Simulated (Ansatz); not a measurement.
# Band-structure calculation of MoSe$_{2}$ (part 2 of 2)

The same run, continued: MoSe$_{2}$ (P6₃/mmc, 6 atoms in the cell); DFT, HSE06, plane waves, PAW, no spin polarisation (Ansatz 0.2.0); cutoff 420 eV, 6×6×2 k-mesh, fixed occupations. The structure was built on a prototype by a generator. The geometry comes from this level: r2scan-rvv10.

Geometry of the input (Å; fractional positions):
```
3.3054  0.0000  0.0000
-1.6527  2.8626  0.0000
0.0000  0.0000  13.0878
Mo 0.3333  0.6667  0.2500
Mo 0.6667  0.3333  0.7500
Se 0.6667  0.3333  0.3766
Se 0.6667  0.3333  0.1234
Se 0.3333  0.6667  0.8766
Se 0.3333  0.6667  0.6234
```

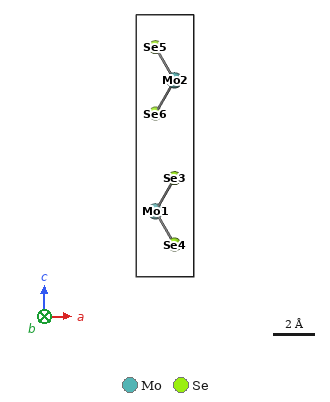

Fig. 1: The structure (ball-and-stick view of the cell of the calculation, along the b axis; atoms are numbered from 1 in the order of the input).

**Output, continued**
```
  k-point 1: bands = ["-53.5544", "-53.5544", "-40.0153", "-40.0153", "-40.0153", "-40.0153", "-40.0150", "-40.0150", "-40.0150", "-40.0150", "-39.9698", "-39.9698", "-39.9698", "-39.9698", "-39.9687", "-39.9687", "-39.9687", "-39.9687", "-39.9528", "-39.9528", "-39.9503", "-39.9503", "-26.2983", "-26.2983", "-26.0909", "-26.0909", "-26.0909", "-26.0909", "-4.4694", "-4.4694", "-3.2583", "-3.2583", "5.0113", "5.0113", "8.7359", "8.7359", "8.7359", "8.7359", "9.0953", "9.0953", "9.9485", "9.9485", "9.9485", "9.9485", "11.4326", "11.4326", "14.8058", "14.8058", "14.8058", "14.8058", "15.1020"]
  k-point 2: bands = ["-53.5474", "-53.5474", "-40.0151", "-40.0151", "-40.0151", "-40.0151", "-40.0142", "-40.0141", "-40.0139", "-40.0139", "-39.9701", "-39.9700", "-39.9699", "-39.9698", "-39.9694", "-39.9692", "-39.9690", "-39.9687", "-39.9524", "-39.9522", "-39.9499", "-39.9497", "-26.2814", "-26.2813", "-26.1723", "-26.1723", "-26.1096", "-26.1096", "-4.1689", "-3.9105", "-3.2461", "-2.8756", "5.0375", "6.1316", "7.5598", "7.7716", "7.8428", "8.6336", "9.1298", "9.1698", "9.3176", "9.3813", "9.8040", "10.5223", "10.6785", "10.9843", "13.8444", "14.2185", "14.4156", "14.4196", "14.5939"]
  k-point 13: bands = ["-53.5227", "-53.5227", "-40.0132", "-40.0132", "-40.0123", "-40.0123", "-40.0121", "-40.0121", "-40.0121", "-40.0121", "-39.9716", "-39.9716", "-39.9707", "-39.9707", "-39.9701", "-39.9701", "-39.9693", "-39.9693", "-39.9504", "-39.9504", "-39.9477", "-39.9477", "-26.3244", "-26.3244", "-26.3009", "-26.3009", "-26.2213", "-26.2213", "-2.1696", "-2.1696", "-2.0621", "-2.0621", "5.5711", "5.5711", "6.0774", "6.0774", "6.8047", "6.8047", "7.1443", "7.1443", "8.1073", "8.1073", "8.7973", "8.7973", "11.2729", "11.2729", "13.2045", "13.2045", "14.5130", "14.5130", "15.0935"]
```

**File rho_z.tsv**
```
# z_ang	rho[e/angstrom^3]
# format = ansatz-planar-average/11
# lattice	3.305396770	0.000000000	0.000000000
# lattice	-1.652698385	2.862557572	0.000000000
# lattice	0.000000000	0.000000000	13.087830961
# sites	6
# site	42	-0.000000000	1.908371715	3.271957740
# site	42	1.652698385	0.954185857	9.815873221
# site	34	1.652698385	0.954185857	4.929288379
# site	34	1.652698385	0.954185857	1.614627101
# site	34	-0.000000000	1.908371715	11.473203860
# site	34	-0.000000000	1.908371715	8.158542582
0.000000	4.402041e-2
0.145420	4.805162e-2
0.290841	6.146310e-2
0.436261	8.529497e-2
0.581681	1.228950e-1
0.727102	1.755614e-1
0.872522	2.500886e-1
1.017942	3.801614e-1
1.163363	6.393725e-1
1.308783	1.111834e0
1.454203	1.719065e0
1.599624	2.073345e0
1.745044	1.859102e0
1.890464	1.295873e0
2.035885	8.101799e-1
2.181305	5.517711e-1
2.326726	4.594774e-1
2.472146	4.729099e-1
2.617566	5.734859e-1
2.762987	7.466448e-1
2.908407	9.477290e-1
3.053827	1.111594e0
3.199248	1.197801e0
3.344668	1.197801e0
3.490088	1.111594e0
3.635509	9.477290e-1
3.780929	7.466448e-1
3.926349	5.734859e-1
4.071770	4.729099e-1
4.217190	4.594774e-1
4.362610	5.517711e-1
4.508031	8.101799e-1
4.653451	1.295873e0
4.798871	1.859102e0
4.944292	2.073345e0
5.089712	1.719065e0
5.235132	1.111834e0
5.380553	6.393725e-1
5.525973	3.801614e-1
5.671393	2.500886e-1
5.816814	1.755614e-1
5.962234	1.228950e-1
6.107654	8.529497e-2
6.253075	6.146310e-2
6.398495	4.805162e-2
6.543915	4.402041e-2
6.689336	4.805162e-2
6.834756	6.146310e-2
6.980177	8.529497e-2
7.125597	1.228950e-1
7.271017	1.755614e-1
7.416438	2.500886e-1
7.561858	3.801614e-1
7.707278	6.393725e-1
7.852699	1.111834e0
7.998119	1.719065e0
8.143539	2.073345e0
8.288960	1.859102e0
8.434380	1.295873e0
8.579800	8.101799e-1
8.725221	5.517711e-1
8.870641	4.594774e-1
9.016061	4.729099e-1
9.161482	5.734859e-1
9.306902	7.466448e-1
9.452322	9.477290e-1
9.597743	1.111594e0
9.743163	1.197801e0
9.888583	1.197801e0
10.034004	1.111594e0
10.179424	9.477290e-1
10.324844	7.466448e-1
10.470265	5.734859e-1
10.615685	4.729099e-1
10.761105	4.594774e-1
10.906526	5.517711e-1
11.051946	8.101799e-1
11.197366	1.295873e0
11.342787	1.859102e0
11.488207	2.073345e0
11.633628	1.719065e0
11.779048	1.111834e0
11.924468	6.393725e-1
12.069889	3.801614e-1
12.215309	2.500886e-1
12.360729	1.755614e-1
12.506150	1.228950e-1
12.651570	8.529497e-2
12.796990	6.146310e-2
12.942411	4.805162e-2
```

**File v_z.tsv**
```
# z_ang	v_es[eV]	v_tot[eV]
# format = ansatz-planar-average/11
# xc	hse06
# density_cutoff_ev	1680
# datasets	Mo=:simpson_from_first_knot:soft:fock:shift=0	Se=:simpson_from_first_knot:soft:fock:shift=0
# lattice	3.305396770	0.000000000	0.000000000
# lattice	-1.652698385	2.862557572	0.000000000
# lattice	0.000000000	0.000000000	13.087830961
# sites	6
# site	42	-0.000000000	1.908371715	3.271957740
# site	42	1.652698385	0.954185857	9.815873221
# site	34	1.652698385	0.954185857	4.929288379
# site	34	1.652698385	0.954185857	1.614627101
# site	34	-0.000000000	1.908371715	11.473203860
# site	34	-0.000000000	1.908371715	8.158542582
0.000000	1.623222e1	1.149986e1
0.145420	1.614574e1	1.129399e1
0.290841	1.587424e1	1.069442e1
0.436261	1.536280e1	9.741779e0
0.581681	1.448460e1	8.314428e0
0.727102	1.294387e1	6.108217e0
0.872522	1.096662e1	3.438854e0
1.017942	9.315594e0	1.126587e0
1.163363	8.284652e0	-5.318769e-1
1.308783	7.693504e0	-1.693973e0
1.454203	7.339402e0	-2.493597e0
1.599624	7.121086e0	-2.984744e0
1.745044	6.957370e0	-3.233304e0
1.890464	6.797756e0	-3.316998e0
2.035885	6.613783e0	-3.325132e0
2.181305	6.448929e0	-3.316019e0
2.326726	6.254465e0	-3.444116e0
2.472146	5.612691e0	-4.167165e0
2.617566	3.892074e0	-6.107188e0
2.762987	1.180897e0	-9.137015e0
2.908407	-1.644557e0	-1.229083e1
3.053827	-3.885828e0	-1.479140e1
3.199248	-5.116657e0	-1.616597e1
3.344668	-5.116657e0	-1.616597e1
3.490088	-3.885828e0	-1.479140e1
3.635509	-1.644557e0	-1.229083e1
3.780929	1.180897e0	-9.137015e0
3.926349	3.892074e0	-6.107188e0
4.071770	5.612691e0	-4.167165e0
4.217190	6.254465e0	-3.444116e0
4.362610	6.448929e0	-3.316019e0
4.508031	6.613783e0	-3.325132e0
4.653451	6.797756e0	-3.316998e0
4.798871	6.957370e0	-3.233304e0
4.944292	7.121086e0	-2.984744e0
5.089712	7.339402e0	-2.493597e0
5.235132	7.693504e0	-1.693973e0
5.380553	8.284652e0	-5.318769e-1
5.525973	9.315594e0	1.126587e0
5.671393	1.096662e1	3.438854e0
5.816814	1.294387e1	6.108217e0
5.962234	1.448460e1	8.314428e0
6.107654	1.536280e1	9.741779e0
6.253075	1.587424e1	1.069442e1
6.398495	1.614574e1	1.129399e1
6.543915	1.623222e1	1.149986e1
6.689336	1.614574e1	1.129399e1
6.834756	1.587424e1	1.069442e1
6.980177	1.536280e1	9.741779e0
7.125597	1.448460e1	8.314428e0
7.271017	1.294387e1	6.108217e0
7.416438	1.096662e1	3.438854e0
7.561858	9.315594e0	1.126587e0
7.707278	8.284652e0	-5.318769e-1
7.852699	7.693504e0	-1.693973e0
7.998119	7.339402e0	-2.493597e0
8.143539	7.121086e0	-2.984744e0
8.288960	6.957370e0	-3.233304e0
8.434380	6.797756e0	-3.316998e0
8.579800	6.613783e0	-3.325132e0
8.725221	6.448929e0	-3.316019e0
8.870641	6.254465e0	-3.444116e0
9.016061	5.612691e0	-4.167165e0
9.161482	3.892074e0	-6.107188e0
9.306902	1.180897e0	-9.137015e0
9.452322	-1.644557e0	-1.229083e1
9.597743	-3.885828e0	-1.479140e1
9.743163	-5.116657e0	-1.616597e1
9.888583	-5.116657e0	-1.616597e1
10.034004	-3.885828e0	-1.479140e1
10.179424	-1.644557e0	-1.229083e1
10.324844	1.180897e0	-9.137015e0
10.470265	3.892074e0	-6.107188e0
10.615685	5.612691e0	-4.167165e0
10.761105	6.254465e0	-3.444116e0
10.906526	6.448929e0	-3.316019e0
11.051946	6.613783e0	-3.325132e0
11.197366	6.797756e0	-3.316998e0
11.342787	6.957370e0	-3.233304e0
11.488207	7.121086e0	-2.984744e0
11.633628	7.339402e0	-2.493597e0
11.779048	7.693504e0	-1.693973e0
11.924468	8.284652e0	-5.318769e-1
12.069889	9.315594e0	1.126587e0
12.215309	1.096662e1	3.438854e0
12.360729	1.294387e1	6.108217e0
12.506150	1.448460e1	8.314428e0
12.651570	1.536280e1	9.741779e0
12.796990	1.587424e1	1.069442e1
12.942411	1.614574e1	1.129399e1
```

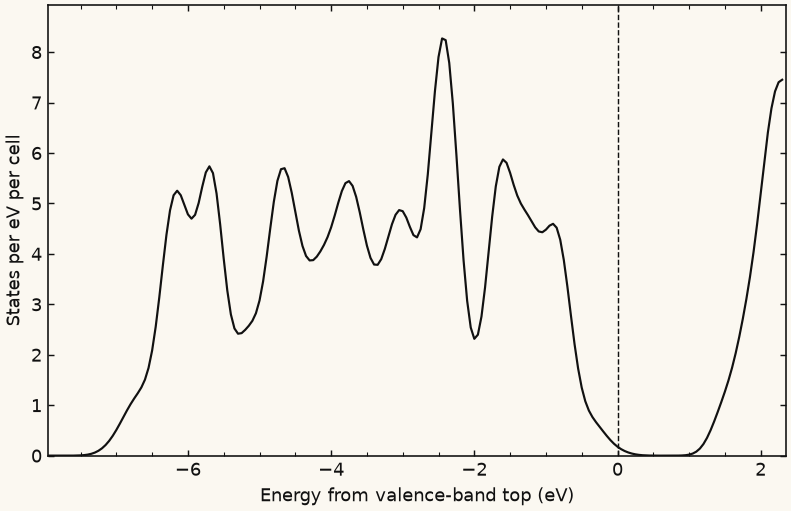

Fig. 2: Density of states (the curve is built from the levels of the k mesh with Gaussians 0.4 eV wide, which also blur the band edges), with energies from the valence-band top. There is a gap of 1.43 eV on the k-point mesh. The curves stop near 2.3 eV above the Fermi level, where the computed bands end. Small ripples come from the finite k-point mesh.

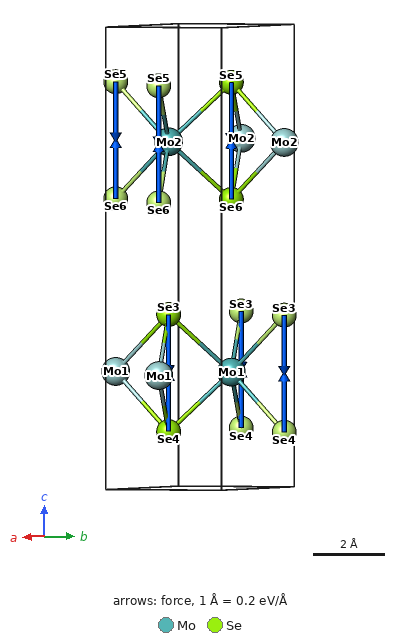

Fig. 3: Forces on the atoms as blue arrows (ball-and-stick view of the cell of the calculation, seen at an oblique angle; neighbours outside the cell are drawn fainter; atoms are numbered from 1 in the order of the input). The largest act on all 4 Se atoms (0.35 eV/Å). The geometry is not a stationary point of this energy.

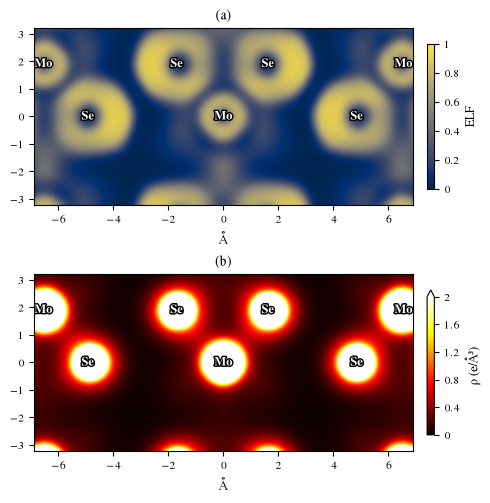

Fig. 4: (a) electron localisation function; (b) valence charge density (pseudo) on the (110) plane of the conventional cell. The section cuts through Mo and Se sites. Mo–Se (2.53 Å): ρ at the midpoint is about 0.54 e/Å³; the ELF is about 0.50 at the midpoint. Away from the nuclei the density in this plane falls to 0.01 e/Å³ at its lowest. The strong features right at Mo lie inside the PAW spheres (semicore, d or f shells) and say nothing about bonding. In a PAW calculation such maps are meaningful between the atoms, not at the nuclei.

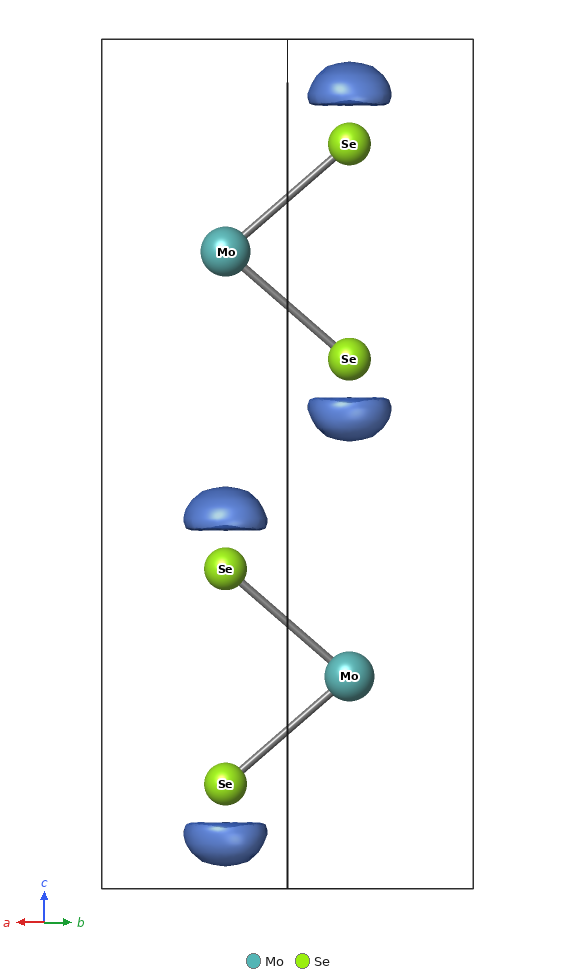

Fig. 5: Isosurface of the ELF at 0.85 (blue), seen along [110]. Only the valence region is drawn (cores and ρ < 0.01 e/Å³ removed). Sticks mark near contacts. The outline is the cell set on symmetry axes. Along the contacts the grid gives the following. Mo–Se (2.53 Å): the ELF is about 0.50 at the midpoint.

**Key numbers**

```tsv
quantity	value
outcome	converged
space group (tolerance 0.01 Å)	P6₃/mmc (194)
electrons treated	92
free energy	−31802.2890 eV
Fermi energy	11.655 eV
gap on the k-point mesh	1.43 eV
pressure	−1.82 GPa
largest force (length of the vector)	0.348 eV/Å
wall time	49 s (CPU time 5.2 min)
peak memory	2.9 GiB
```

**Notes**

The program warns: the exchange loop's threshold is looser than advised for the stress; the SCF threshold is looser than advised for the printed stress.
